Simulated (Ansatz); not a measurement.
Take the following structure.

```yaml
crystal:
  lattice:
    - [3.07869, 0.00000, 0.00000]
    - [0.00000, 3.07869, 0.00000]
    - [0.00000, 0.00000, 4.36974]
  atoms:
    - { symbol: H, position: [0.00000, 0.00000, 0.31559] }
    - { symbol: Cl, position: [0.00000, 0.00000, 0.01641] }
    - { symbol: H, position: [0.50000, 0.50000, 0.81559] }
    - { symbol: Cl, position: [0.50000, 0.50000, 0.51641] }
```

Describe what this structure looks like.

Answer. The formula is HCl. The symmetry is that of I4mm (No. 107), on a body-centred tetragonal lattice. The cell comprises 2 formula units: 2 H, 2 Cl. H is coordinated by one Cl at 1.31 Å. The Cl atoms are each bonded to one H at 1.31 Å. The bonds build separate HCl groups.

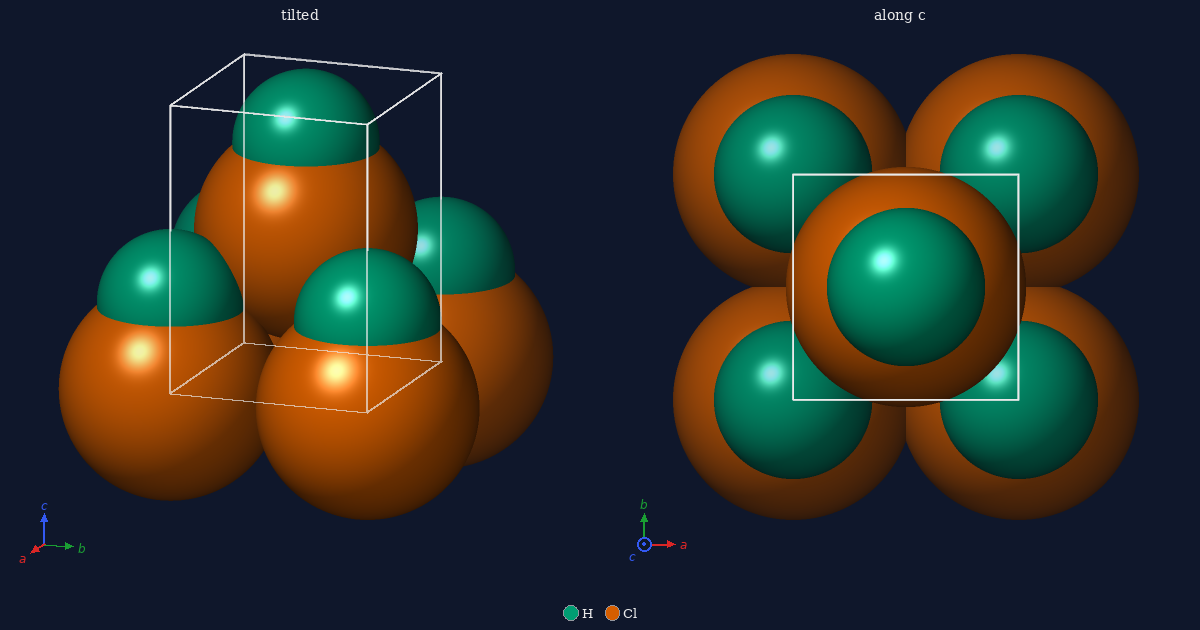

An orthographic space-filling view of the structure, slightly off an axis and along the c axis. The edges of the conventional unit cell are marked. Finite groups of bonded atoms are drawn whole.

The cell started as a structure listed in the Materials Project. It was relaxed with DFT PBEsol, scalar-relativistic, plane waves, PAW (Ansatz 0.2.0) under a constraint or pressure on the cell, so some stress remains.

At this level of theory the cell isn't at rest (compressed, at 22 GPa), so its distances can differ from those at equilibrium, the more so the softer the solid.
